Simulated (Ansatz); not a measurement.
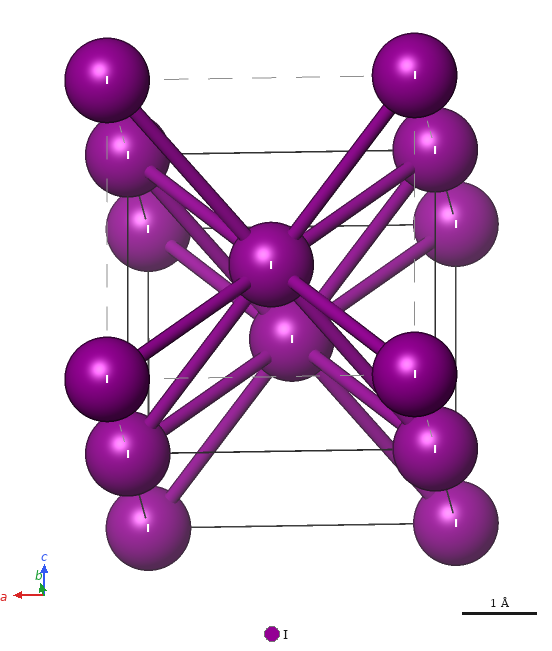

We look at a ball-and-stick model of the crystal from a general direction. The picture spans 1×2×1 cells, one conventional unit cell being drawn with solid lines. Cell: a = 4.179 Å, b = 4.179 Å, c = 4.179 Å, α = 90.00°, β = 90.00°, γ = 90.00°.

The element is iodine. The structure has Im-3m (No. 229) symmetry and a body-centred cubic lattice. Structure type: body-centred cubic (W type). The cell holds two atoms. Each I atom has eight I in a cubic arrangement at about 3.6 Å around it. The bonds build a three-dimensional framework.

The initial geometry was a structure listed in the Materials Project. Earlier steps of the study may have refined or changed the cell and positions. It was run through Ansatz as a DFT input.
